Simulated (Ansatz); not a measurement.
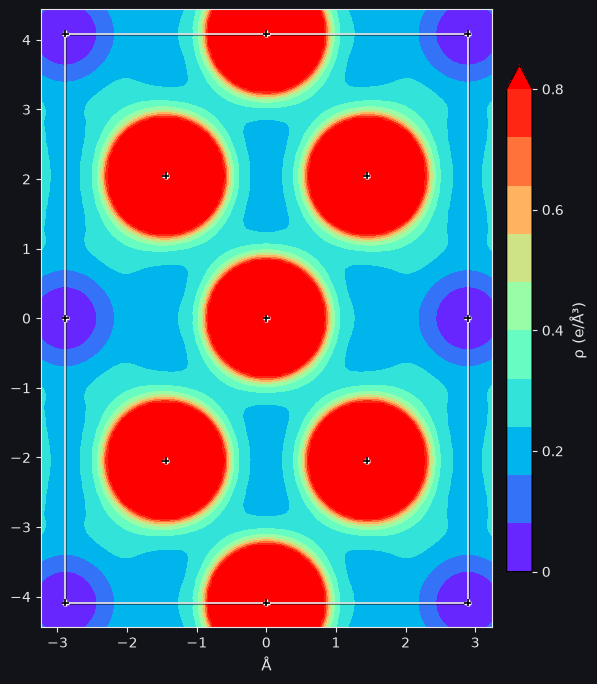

The valence charge density (pseudo) on a plane through atoms (crosses mark nuclei in the plane).

These are results of Ansatz, DFT r2SCAN, scalar-relativistic, plane waves, PAW, not measurements.

Candidates:
A. AlCu3, a = 5.78 Å, b = 5.78 Å, c = 5.78 Å, α = 90.00°, β = 90.00°, γ = 90.00°. Space group Fm-3m; a structure from a database of computed crystals, not necessarily the ambient phase; computed without spin polarisation.
B. Al3GaN4, a = 4.40 Å, b = 4.40 Å, c = 4.40 Å, α = 90.00°, β = 90.00°, γ = 90.00°. Space group P-43m; a structure from a database of computed crystals, not necessarily the ambient phase.
C. AlN, a = 4.37 Å, b = 4.37 Å, c = 4.37 Å, α = 90.00°, β = 90.00°, γ = 90.00°. Space group F-43m; a structure from a database of computed crystals, not necessarily the ambient phase.

**Which system is this?**

Candidate A: AlCu3 on the (110) plane of the conventional cell, which holds Al and Cu. Al–Cu (2.50 Å): ρ at the midpoint is about 0.28 e/Å³. Cu–Cu (2.50 Å): ρ is about 0.29 e/Å³ halfway.
